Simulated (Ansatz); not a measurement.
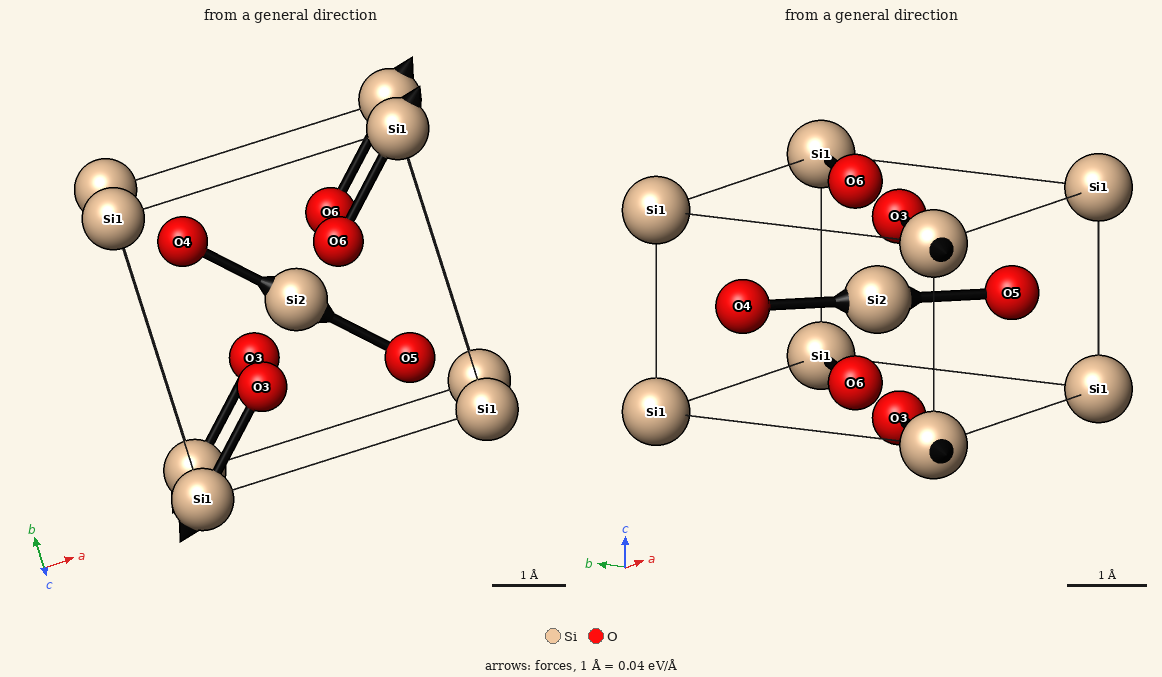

A spheres-only rendering, viewed from two general directions. The frame is the simulation cell; atoms at its boundary are shown with their periodic copies. The arrows are the computed forces on the atoms.

System: SiO2. Theory: DFT, PBE, plane waves, PAW in Ansatz. Numerical settings: an energy cutoff of 420 eV, Brillouin-zone sampling on a 6×6×10 mesh, Fermi-Dirac smearing of 0.02 eV, no spin polarisation.

Is the structure at rest?

No. The atoms still feel forces of up to about 0.085 eV/Å, above a usual threshold of 0.01 to 0.03 eV/Å.

Name the atom under the greatest force.

All O atoms, about 0.085 eV/Å.

Starting structure: a structure type filled with these elements by a generator (whether the compound takes this form wasn't checked). The cell was then strained or its atoms displaced on purpose. Ansatz was used for an electronic-structure calculation on it.
